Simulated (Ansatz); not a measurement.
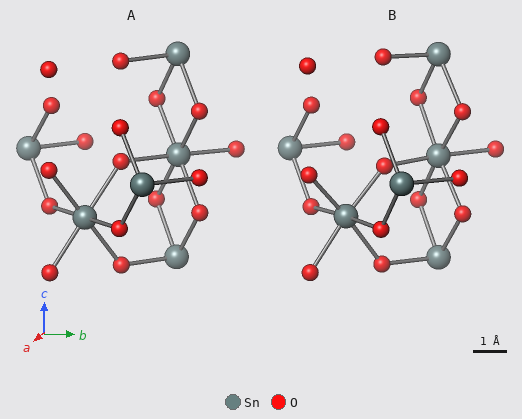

Two geometries of a defect cell of composition Sn23O48 (cell charge −2), drawn at one scale. One is the start of a relaxation, the other its converged end. The picture is a ball-and-stick view of the atoms within 4.2 Å of the atom that moves most (axes of the cell of the calculation (origin shifted)), seen slightly off an axis.

All numbers below come from DFT, PBEsol, PAW, plane waves in Ansatz 0.2.0. Set-up: plane-wave cutoff 420 eV; k-point mesh 1 × 1 × 1; mesh shifted by (0.25, 0.25, 0.25); collinear spin; atoms relaxed in a fixed cell; force threshold 0.03 eV/Å; at most 80 steps.

**Which of the two is the end point?**

Structure B is the relaxed one. Over 4 geometry steps the energy falls by 1.527 eV per cell of the calculation. Largest force component: 3 eV/Å at the start, 0.012 eV/Å at the end. An O atom moves most: 0.17 Å along [−1 1 −3]. Largest moves by element: O 0.17 Å, Sn 0.09 Å. The cell stays as it was. Near-neighbour distances that change, for instance: O–Sn 2.097 → 1.985 Å, O–Sn 2.083 → 1.995 Å, O–Sn 2.086 → 2.023 Å, O–Sn 2.013 → 2.073 Å. Among the angles between lasting bonds that change: O–Sn–O 76.9° → 86.9°, Sn–O–Sn 128.0° → 136.7°, O–Sn–O 88.6° → 93.8°.

Limits of the set-up: the cell is charged, on a uniform background, and energies carry no finite-size correction.
